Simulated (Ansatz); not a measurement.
# Direct or indirect: CdHSCl sheet (P3m1)

```
CELL_PARAMETERS angstrom
4.09060 0.00000 0.00000
2.04530 3.54256 0.00000
0.00000 0.00000 31.39421
ATOMIC_POSITIONS crystal
Cd 0.00000 0.00000 0.29698
Cl 0.33333 0.33333 0.25216
S 0.66667 0.66667 0.33651
H 0.66667 0.66667 0.37960
```

Method: Ansatz, PBE, independent particles, without spin-orbit coupling, line width 0.05 eV (Gaussian). The band structure gives a fundamental gap of 2.80 eV. The spectrum of vertical transitions near the edge:

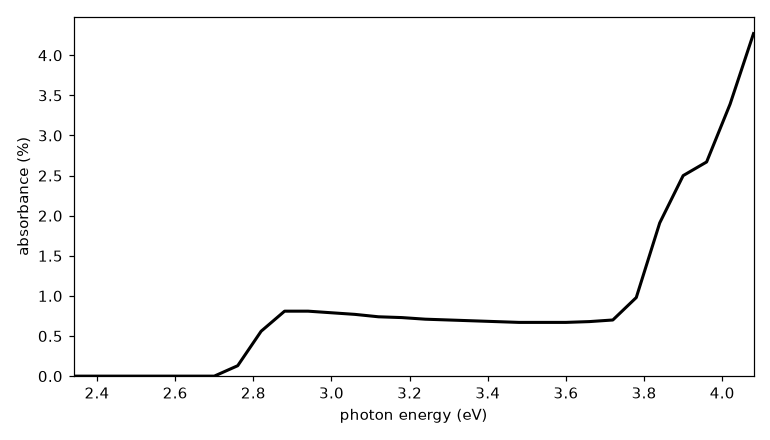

**Question.** Is the gap direct or indirect, and about where do vertical transitions set in?

**Answer.** Direct: the band path has its least direct gap at the fundamental one, 2.80 eV, and the curves rise from there. Lines are broadened by 0.05 eV, which spreads the edge.

Note: cells built here by substitution need not match a known phase.

[Logs are printed without paths, hosts, clocks, repeated set-up lines and the standing remarks that a program may print on its own settings, such as how far it seeks lower states.]
